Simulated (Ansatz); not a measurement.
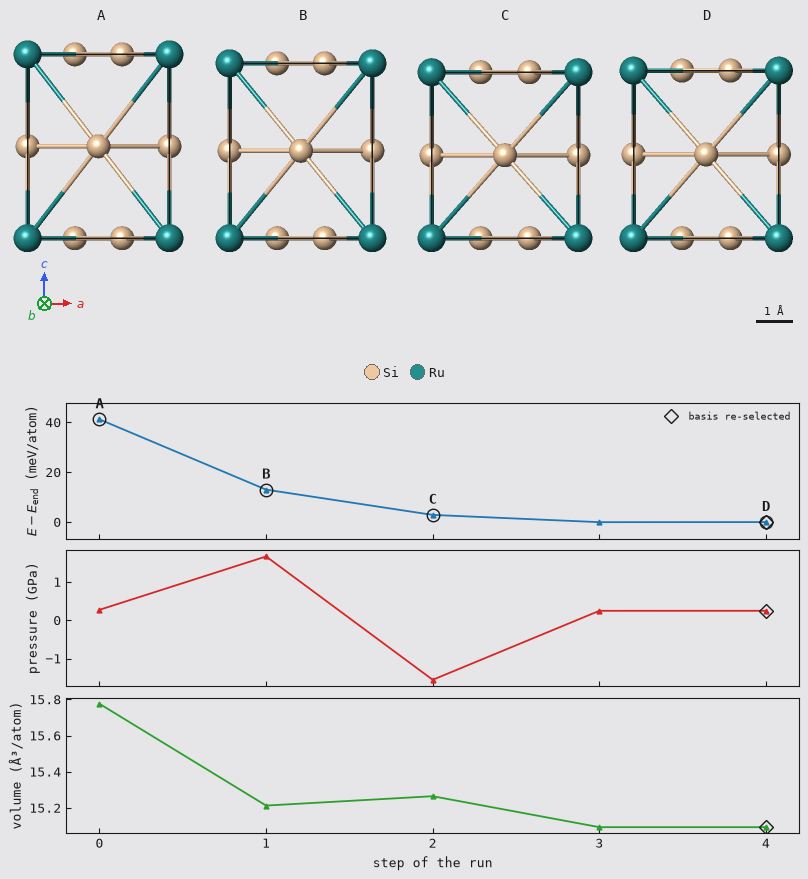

Frames of a relaxation of a crystal of Si₅Ru (a generated structure, set up in P6/mmm) (coarse preliminary run), marked on the history of the run. The picture is a ball-and-stick view of the cell of the calculation, seen along the b axis.

All numbers below come from Ansatz 0.2.0, DFT PBE, scalar-relativistic, plane waves, PAW.

The input:
```yaml
crystal:
  lattice:
    - [4.60021365, 0.0, 0.0]
    - [-2.30010682, 3.98390188, 0.0]
    - [0.0, 0.0, 5.16490381]
  atoms:
    - { symbol: Si, position: [0.5, 0.0, 0.5] }
    - { symbol: Si, position: [0.0, 0.5, 0.5] }
    - { symbol: Si, position: [0.5, 0.5, 0.5] }
    - { symbol: Si, position: [0.33333333, 0.66666667, 0.0] }
    - { symbol: Si, position: [0.66666667, 0.33333333, 0.0] }
    - { symbol: Ru, position: [0.0, 0.0, 0.0] }
basis:
  ecutwfc: 420
kpoints:
  mp_grid: { grid: [6, 6, 4] }
hamiltonian:
  xc: pbe
scf:
  occupations: { method: gaussian, width: 0.1 }
  lower_state_search: "off"
output:
  forces: true
  stress: true
  eigenvalues: true
relax:
  adjacent_minimum: "off"
  f_tol: 0.04
  max_steps: 70
  cell: { stress_tol: 0.4 }
```

Run as
```bash
ansatz run input.yaml --threads 1 --pin off --max-ram 2560MiB --backend cpu --events-out ev --progress --plain --runs-dir out
```

What happens along the run?

Answer. Over 3 accepted moves (4 points after the start) the energy falls by 41.2 meV per atom. All forces vanish by symmetry, so only the cell relaxes. Pressure: 0.27 GPa at the start and 0.25 GPa at the end. At 1 point the geometry stayed and the basis and grid were re-selected for the new cell (energy shift of less than 0.05 meV per atom at most each time). The atoms keep their places relative to the cell (all moves are under 0.005 Å). The volume changes by −4.3 %, with a = b 4.600 → 4.713 Å (+2.4 %), c 5.165 → 4.708 Å (−8.8 %). Some distances before and after: Si1–Ru6 3.458 → 3.331 Å, Si4–Ru6 2.656 → 2.721 Å, Si1–Si2 2.300 → 2.356 Å. The space group stays P6/mmm (No. 191). From step 0 to 1: volume −3.6 %, energy −28.2 meV per atom. From step 1 to 2: volume +0.3 %, energy −10.1 meV per atom. From step 2 to 4: volume −1.1 %, energy −2.9 meV per atom.
